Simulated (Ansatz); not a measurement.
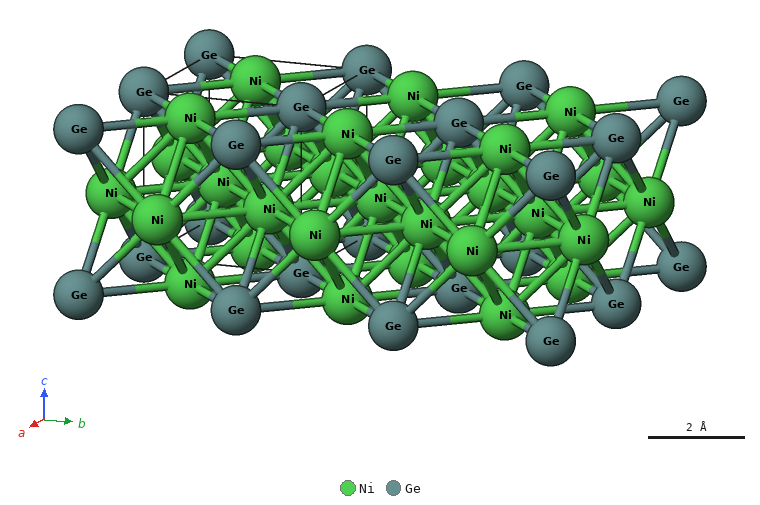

Fig. 1: The structure as given in the input (ball-and-stick view of the cell of the calculation, repeated 2 × 3 × 1, seen slightly off an axis).

# Run report: Ni3Ge, band-structure calculation

The run: band-structure calculation of Ni3Ge (Pm-3m, 4 atoms in the cell). Method and program: DFT LDA, scalar-relativistic, plane waves, PAW, no spin polarisation (Ansatz 0.2.0).

The structure derives from a Materials Project entry. Figures and captions count atoms from 1; the log counts them from 0 in places.

### Input file
```yaml
crystal:
  lattice:
    - [3.5779172273, 0.0, 0.0]
    - [0.0, 3.5779172273, 0.0]
    - [0.0, 0.0, 3.5779172273]
  atoms:
    - { symbol: Ni, position: [0.5, 0.0, 0.5] }
    - { symbol: Ni, position: [0.0, 0.5, 0.5] }
    - { symbol: Ni, position: [0.5, 0.5, 0.0] }
    - { symbol: Ge, position: [0.0, 0.0, 0.0] }
basis:
  ecutwfc: 420
kpoints:
  mp_grid: { grid: [12, 12, 12] }
  band_path:
    path:
      - [[0.0, 0.0, 0.0], [0.0, 0.5, 0.0], [0.5, 0.5, 0.0], [0.0, 0.0, 0.0], [0.5, 0.5, 0.5], [0.0, 0.5, 0.0]]
      - [[0.5, 0.5, 0.5], [0.5, 0.5, 0.0]]
    npoints: 14
hamiltonian:
  xc: lda
scf:
  occupations: { method: gaussian, width: 0.1 }
  n_extra_bands: 10
output:
  forces: true
  stress: true
  eigenvalues: true
  populations: true
  dos: { projected: true, de: 0.02, nscf_kmesh: { grid: [18, 18, 18] } }
  bader: true
  write_density: true
  write_potential: true
  elf: true
  volumetric_format: npy
```

Machine: 1 thread of Intel Xeon @ 2.50GHz (Skylake/Cascade Lake), 64 GiB of memory available, shared host.

Command:
```bash
ansatz run input.yaml --threads 1 --pin off --max-ram 2560MiB --backend cpu --events-out ev --progress --plain --runs-dir out
```

### Output
```
scf.n_extra_bands = 10 over 34 filled bands (N_el = 68.0): the run solves 44 bands
Engine: ansatz 0.2.0, x86_64-unknown-linux-gnu
Pseudopotentials: kind: paw
Pseudopotential: Ni, paw, valence charge 18, recommended cutoff 420 eV (normal), Ni.paw.azcp
Pseudopotential: Ge, paw, valence charge 14, recommended cutoff 420 eV (normal), Ge.paw.azcp
Functional definition: SPW92
  exchange = slater_x
  correlation = pw_c
Crystal: 4 atoms, lattice volume = 45.803 Å³
Basis set: ecut = 420 eV, 895 PW (Γ)
Bands: 44, of which v1, the nominal top of the filled ones, is band 34 counted from 1 (33 counted from 0)
Symmetry: 48 space group operations
Space group: Pm-3m (ITA 221), of the structure as read, at distance tolerance 3.6e-5 Å
k-points: 84 of 1728
Non-local potential: Ni, projectors of the file, l = 0: 3, l = 1: 2, l = 2: 3, l = 3: 1
Non-local potential: Ge, projectors of the file, l = 0: 2, l = 1: 2, l = 2: 3, l = 3: 1
PAW form: soft (Blöchl's): semilocal exchange-correlation on the pseudo side does not see the compensation charge
PAW frozen core: Ni, regenerated for the run's functional, and the local potential with it (the file was generated under x = pbe(κ = 0.804, μ = 0.2195149727645171), c = pbe(β = 0.06672455060314922))
PAW frozen core: Ge, regenerated for the run's functional, and the local potential with it (the file was generated under x = pbe(κ = 0.804, μ = 0.2195149727645171), c = pbe(β = 0.06672455060314922))
PAW one-centre angular grid: Ni, 590 points (default); XC on 64 Gauss nodes
PAW one-centre angular grid: Ge, 590 points (default); XC on 64 Gauss nodes
Initial density: superposition of atomic densities (neutral atoms: chi_scale 0, normalization atom), corrected by the library's trained network
Initial wavefunctions: pseudopotential atomic-orbital guess
Functional: x = slater, c = lda
SCF iter   1: F=—  HF=-21537.128201 eV  |F-HF|=—  |Δ(HF+E_count)|=         —  Δρ=1.86e-2  dr2=6.58e-2  ethr=1.77e-3  ⟨swp⟩=5.3  Hψ=12495  notcnv=0  defer=91
preconditioner: auto → Kerker (q_TF=auto, 2.914 Å⁻¹)  [metal: Δε(μ)=0.031 eV  Ē_g=15.136 eV  σ=0.100 eV  W_gap=0.17  n_scr=18 (ndim 8)  ℏωp=36.4 eV  f_vac=0.000  D(μ)=2.08/eV (n_scr^D=18)]
SCF iter   2: F=—  HF=-21537.113882 eV  |F-HF|=—  |Δ(HF+E_count)|=   1.43e-2  Δρ=4.91e-3  dr2=4.12e-3  ethr=9.68e-5  ⟨swp⟩=2.4  Hψ=6843  notcnv=0  defer=252
SCF iter   3: F=—  HF=-21537.113133 eV  |F-HF|=—  |Δ(HF+E_count)|=   7.50e-4  Δρ=1.69e-3  dr2=7.38e-4  ethr=6.06e-6  ⟨swp⟩=1.8  Hψ=4134  notcnv=0  defer=252
SCF iter   4: F=—  HF=-21537.112917 eV  |F-HF|=—  |Δ(HF+E_count)|=   2.16e-4  Δρ=4.04e-4  dr2=1.03e-4  ethr=1.09e-6  ⟨swp⟩=2.0  Hψ=3891  notcnv=0  defer=252
SCF iter   5: F=—  HF=-21537.112882 eV  |F-HF|=—  |Δ(HF+E_count)|=   3.50e-5  Δρ=2.96e-4  dr2=5.34e-5  ethr=1.52e-7  ⟨swp⟩=2.0  Hψ=3925  notcnv=0  defer=252
SCF iter   6: F=—  HF=-21537.112880 eV  |F-HF|=—  |Δ(HF+E_count)|=   2.07e-6  Δρ=3.75e-5  dr2=5.88e-7  ethr=7.85e-8  ⟨swp⟩=2.0  Hψ=4420  notcnv=0  defer=252
SCF iter   7: F=—  HF=-21537.112881 eV  |F-HF|=—  |Δ(HF+E_count)|=   5.49e-7  Δρ=2.30e-5  dr2=2.45e-7  ethr=1.47e-10  ⟨swp⟩=12.7  Hψ=28971  notcnv=0
SCF iter   8: F=-21537.112880 eV  HF=-21537.112880 eV  |F-HF|=1.15e-8  |Δ(HF+E_count)|=   7.44e-8  Δρ=6.28e-6  dr2=2.00e-8  ethr=1.47e-10  ⟨swp⟩=6.3  Hψ=21843  notcnv=0
SCF 1 converged in 8 iterations: F = -21537.112880 eV  dr2 = 2.00e-8
  greatest PAW one-centre occupation: 1.002 electrons in one spin orbital (limit 2), on the Ni atom at site 2 (counted from 0), in its partial waves of l = 1
NSCF: frozen V_eff on 86 k-points
NSCF: frozen V_eff on 220 k-points
SCF converged after 8 iterations
Free energy (F): -21537.112880 eV
Harris-Foulkes:  -21537.112880 eV  (|F-HF|=1.15e-8)
Internal energy: -21537.102647 eV  (E = F + TS)
E sigma→0 (E₀):  -21537.107764 eV
Entropy (-TS):   -0.010233 eV (-2.558 meV/atom)
Fermi energy:    17.392094 eV
--- Per-component energies (eV) ---
  E_band       = -904.430831
  E_kinetic    = 967.585502
  E_local      = -12415.423594  (includes V_loc(G=0)·N_el)
  E_nonlocal   = 2345.524049
  E_hartree    = 5251.294949
  E_xc         = -330.470078
  E_vxc        = -395.708458  (∫ρ·V_xc dr)
  E_paw        = -6639.015753  (= ΣΔE_a)
  E_vpaw       = -1908.999107  (= ΣTr[D̂ρ^β])
  E_aug_tail   = 0.001446  (compensation charges beyond the density's cutoff)
  E_ewald      = -10719.809857
  E_core_change = 3.210688  (= ΣΔE_core)
  E_smearing   = -0.010233  (= −TS)
  E_closure    = 0.000000  (closes the sum)
  Σ components = -21537.112880   (vs F -21537.112880, Δ=0.00e0)
--- Forces (eV/Å), atoms counted from 1 ---
  atom   1  Ni    -0.00000000    -0.00000000    -0.00000000
  atom   2  Ni     0.00000000     0.00000000    -0.00000000
  atom   3  Ni     0.00000000     0.00000000    -0.00000000
  atom   4  Ge    -0.00000000    -0.00000000     0.00000000
  max |Σ_I F_I| component: 5.68e-29 eV/Å
--- Stress (GPa, compression-positive) ---
      -15.002223      -0.000000       0.000000
       -0.000000     -15.002223       0.000000
        0.000000       0.000000     -15.002223
  P = ⅓ Tr σ = -15.0022 GPa (-150.022 kbar)
--- Band table (eV; the first three rows and the last of 84) ---
  k-point 0: bands = ["-84.8097", "-84.7812", "-84.7812", "-45.7069", "-45.7069", "-45.7069", "-45.6629", "-45.6629", "-45.6629", "-45.5141", "-45.5141", "-45.5141", "-7.3103", "-7.3103", "-7.2982", "-7.2982", "-7.2982", "5.1481", "12.7350", "13.7904", "13.7904", "14.1658", "14.1658", "14.1658", "16.0089", "16.0089", "16.0089", "16.4884", "16.4884", "16.4884", "16.8478", "16.8478", "17.1273", "17.4134", "17.4134", "17.4134", "20.9019", "24.0637", "24.0637", "27.5617", "27.5617", "27.5617", "30.5538", "30.5538"]
  k-point 1: bands = ["-84.8093", "-84.7816", "-84.7812", "-45.7059", "-45.7059", "-45.7056", "-45.6632", "-45.6632", "-45.6630", "-45.5156", "-45.5148", "-45.5148", "-7.3100", "-7.3088", "-7.2982", "-7.2982", "-7.2981", "5.2239", "12.7410", "13.6496", "13.8426", "14.1532", "14.1532", "14.1841", "15.7892", "15.7892", "15.9876", "16.2074", "16.6392", "16.6392", "16.8478", "16.8559", "17.0956", "17.4135", "17.5623", "17.5623", "21.1596", "24.0660", "24.3380", "27.3307", "27.3975", "27.3975", "30.1895", "30.1895"]
  k-point 2: bands = ["-84.8080", "-84.7829", "-84.7812", "-45.7030", "-45.7030", "-45.7018", "-45.6642", "-45.6642", "-45.6632", "-45.5200", "-45.5166", "-45.5166", "-7.3093", "-7.3046", "-7.2983", "-7.2983", "-7.2979", "5.4473", "12.5946", "13.3516", "13.9937", "14.1097", "14.1097", "14.2368", "15.5159", "15.5159", "15.8057", "15.9273", "16.6713", "16.6713", "16.7823", "16.8432", "17.0057", "17.4137", "18.0555", "18.0555", "21.5439", "24.0735", "25.1298", "26.7627", "26.7627", "26.9283", "29.3934", "29.9643"]
  k-point 83: bands = ["-84.7906", "-84.7906", "-84.7906", "-45.7292", "-45.7292", "-45.7292", "-45.6491", "-45.6182", "-45.6182", "-45.6182", "-45.4853", "-45.4853", "-7.3093", "-7.3093", "-7.3093", "-7.2770", "-7.2770", "8.5411", "13.4589", "13.4589", "13.4589", "13.7591", "13.7591", "13.7591", "15.3254", "15.3254", "15.3254", "16.1370", "16.1370", "16.1370", "16.2871", "16.2871", "16.9599", "17.1987", "17.1987", "17.1987", "17.9189", "21.3915", "21.3915", "21.3915", "34.0492", "34.0492", "34.0492", "37.6965"]
--- Löwdin populations: 4 sites ---
  site symbol       q [e]
     0     Ni     17.6297
     1     Ni     17.6297
     2     Ni     17.6297
     3     Ge     14.5124
  spilling = 0.008799 (of n_electrons = 68.000000)
--- Bader charges: 4 sites ---
  site symbol  charge [e]  shift [e]
     0     Ni     -0.0956     0.0009
     1     Ni     -0.0956     0.0009
     2     Ni     -0.0956     0.0009
     3     Ge      0.2869     0.0028
  estimated error of the sums over rays = 5.2e-4 e
```

### File bader_charges.tsv
```
# site	symbol	x_ang	y_ang	z_ang	partial_charge_e	electrons	volume_ang3	relative_density_drop	shared_charge_e	partial_wave_shift_e
# quadrature_error_electrons = 5.2e-4
0	Ni	1.7890	0.0000	1.7890	-0.09563	28.09563	11.10	-	-0.09563	0.00092
1	Ni	0.0000	1.7890	1.7890	-0.09562	28.09562	11.10	-	-0.09562	0.00092
2	Ni	1.7890	1.7890	0.0000	-0.09562	28.09562	11.10	-	-0.09562	0.00092
3	Ge	0.0000	0.0000	0.0000	0.28686	31.71314	12.51	-	0.28686	0.00277
```

### File populations.tsv
```
# site	symbol	l	j	q
# orbitals = lowdin
# n_electrons = 68.000000
# spilling = 0.008799
0	Ni	0_3S	-	1.993411
0	Ni	0_4S	-	0.718108
0	Ni	1_3P	-	5.996218
0	Ni	2_3D	-	8.922007
1	Ni	0_3S	-	1.993411
1	Ni	0_4S	-	0.718108
1	Ni	1_3P	-	5.996218
1	Ni	2_3D	-	8.922007
2	Ni	0_3S	-	1.993411
2	Ni	0_4S	-	0.718108
2	Ni	1_3P	-	5.996218
2	Ni	2_3D	-	8.922007
3	Ge	0_4S	-	1.557337
3	Ge	1_4P	-	2.957310
3	Ge	2_3D	-	9.997799
```

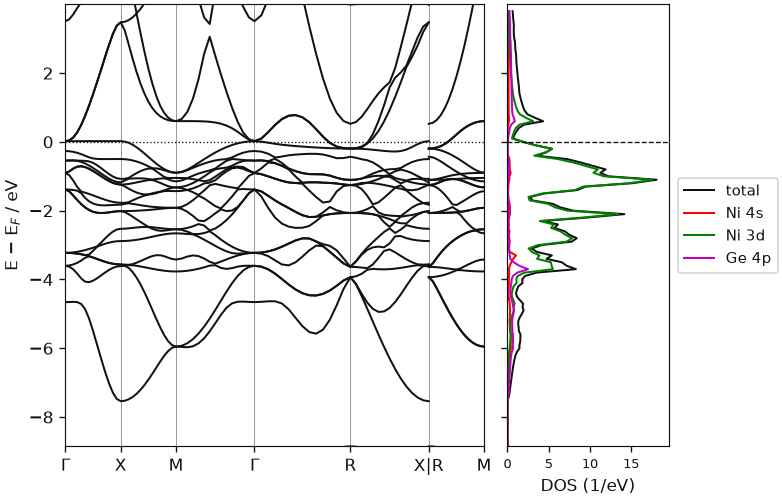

Fig. 2: Band structure along Γ–X–M–Γ–R–X|R–M and density of states (projected on Löwdin-orthogonalised atomic shells), with energies from the Fermi level. Bands cross the Fermi level: a metal at this level of theory.

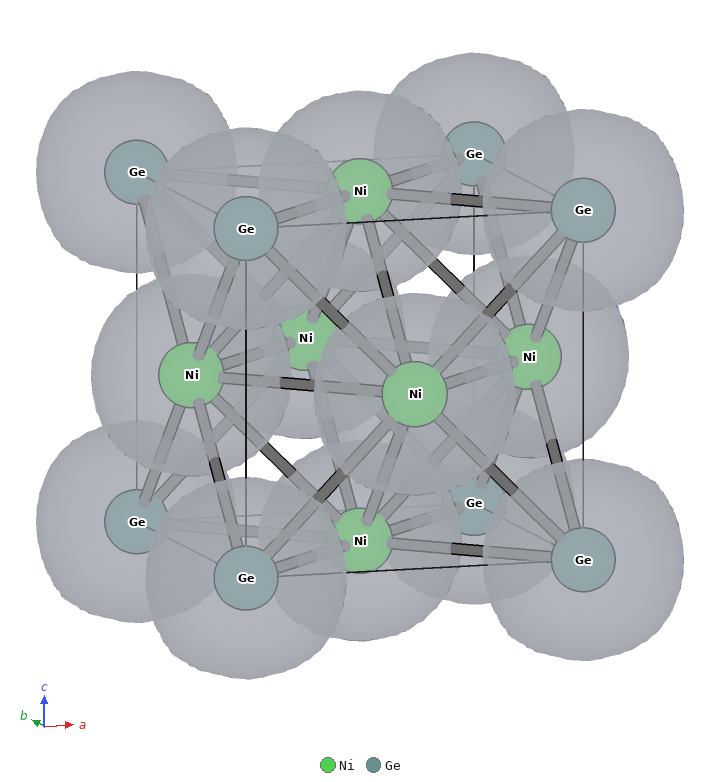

Fig. 3: Isosurface of the valence pseudo-density at 0.4 e/Å³ (grey), seen slightly off an axis. Sticks mark near contacts. The outline is the cell set on symmetry axes. At this value the density breaks into separate islands; it holds about 90 % of the electrons treated as valence (semicore included). It is pinched off along the Ni–Ni (2.53 Å) and Ni–Ge (2.53 Å) contacts. On the grid the lowest density along these lines, outside the cores, is 0.31 e/Å³ (Ni–Ni, 2.53 Å) and 0.34 e/Å³ (Ni–Ge, 2.53 Å). In a PAW calculation such maps are meaningful between the atoms, not at the nuclei.

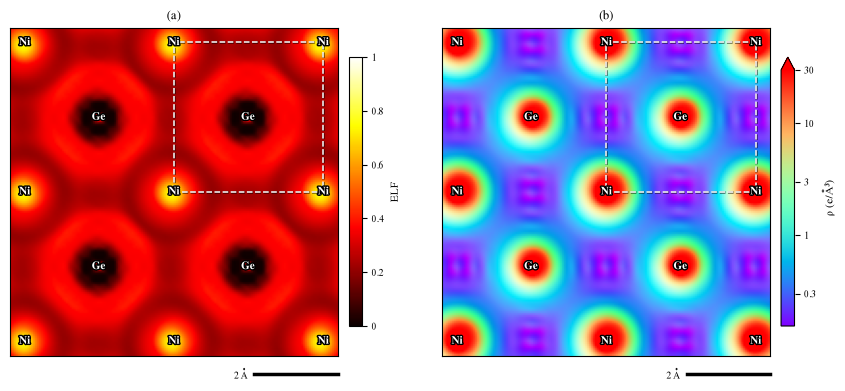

Fig. 4: (a) ELF; (b) valence charge density (pseudo) on the (100) plane of the conventional cell. Atoms in the plane: Ni and Ge. Away from the nuclei the density in this plane falls to 0.15 e/Å³ at its lowest. The strong features right at Ni lie inside the PAW spheres (semicore, d or f shells) and say nothing about bonding.

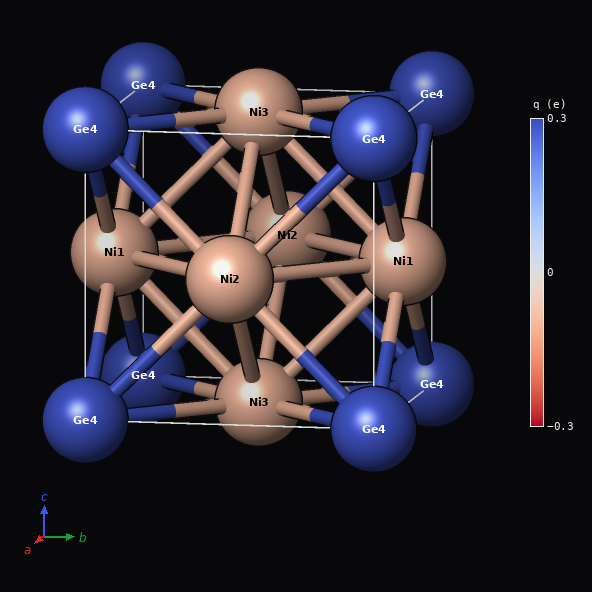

Fig. 5: Bader charges, as the colour of each atom (ball-and-stick view of the cell of the calculation, seen slightly off an axis; atoms are numbered from 1 in the order of the input). By element: Ni −0.10 and Ge +0.29 e.

### Summary

| quantity | value |
| --- | --- |
| outcome | converged |
| space group (tolerance 0.01 Å) | Pm-3m (221) |
| electrons treated | 68 |
| free energy | −21537.1129 eV |
| Fermi energy | 17.392 eV |
| gap on the k-point mesh | none (metallic) |
| pressure | −15.00 GPa |
| largest force (length of the vector) | under 0.001 eV/Å |
| wall time | 1.8 min |
| peak memory | 0.53 GiB |

The run has no spin polarisation, so a magnetic state may lie lower. The cell is under a tension of 15.0 GPa at this level, so it is not at its equilibrium volume.
